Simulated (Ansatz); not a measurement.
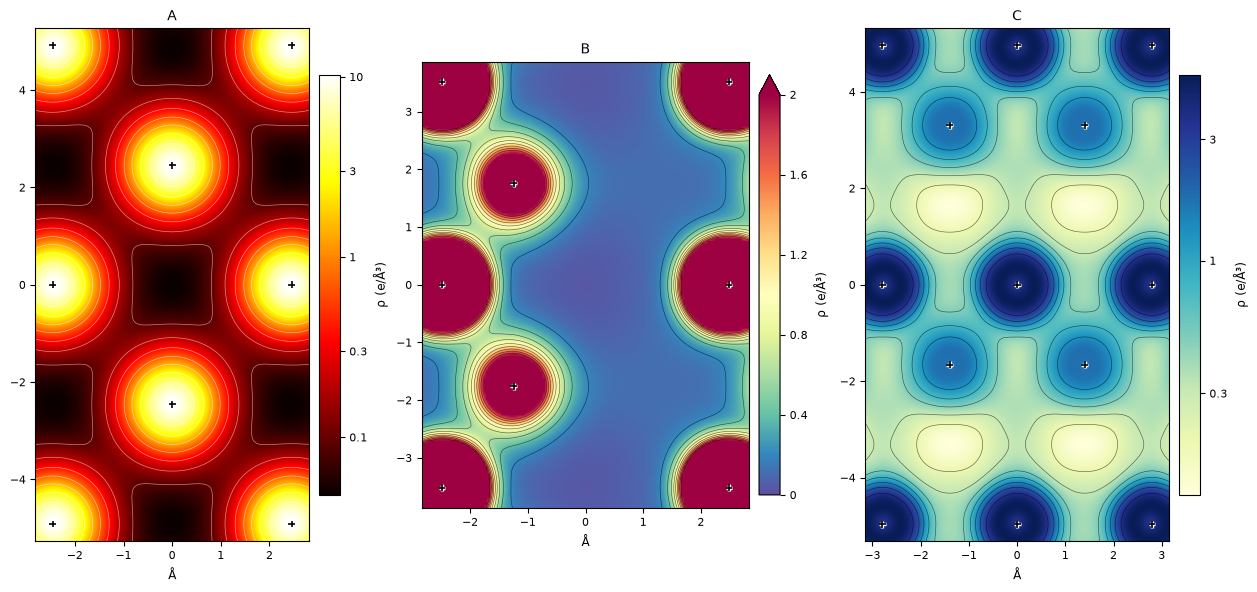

The valence charge density (pseudo) of 3 systems, each on a plane through atoms (crosses mark nuclei in the plane).

Level of theory: Kohn-Sham DFT of a periodic cell, PBEsol, Ansatz PAW (Ansatz).

System 1: HfN, the (011) plane of the conventional cell. Space group F-43m; a structure from a database of computed crystals, not necessarily the ambient phase; computed pressure about −12 GPa in this cell.

System 2: Pb, the (010) plane of the conventional cell. Space group Fm-3m.

System 3: WC, the (110) plane of the conventional cell. Space group P-6m2; computed pressure about 14 GPa in this cell.

```
W C
1.0
     2.86722    0.00000    0.00000
    -1.43361    2.48308    0.00000
     0.00000    0.00000    2.79826
W C
1 1
Direct
  0.00000 0.00000 0.00000
  0.66667 0.33333 0.50000
```

**Which map belongs to which system?**

Panel A is system 2, Pb: the plane holds Pb. Pb–Pb (3.48 Å): the density is about 0.12 e/Å³ at the midpoint. Panel B is system 1, HfN: the plane holds Hf and N. Hf–N (2.15 Å): the density is about 0.7 e/Å³ at the midpoint. Panel C is system 3, WC: the plane holds W and C. W–C (2.17 Å): the density is about 0.71 e/Å³ at the midpoint.
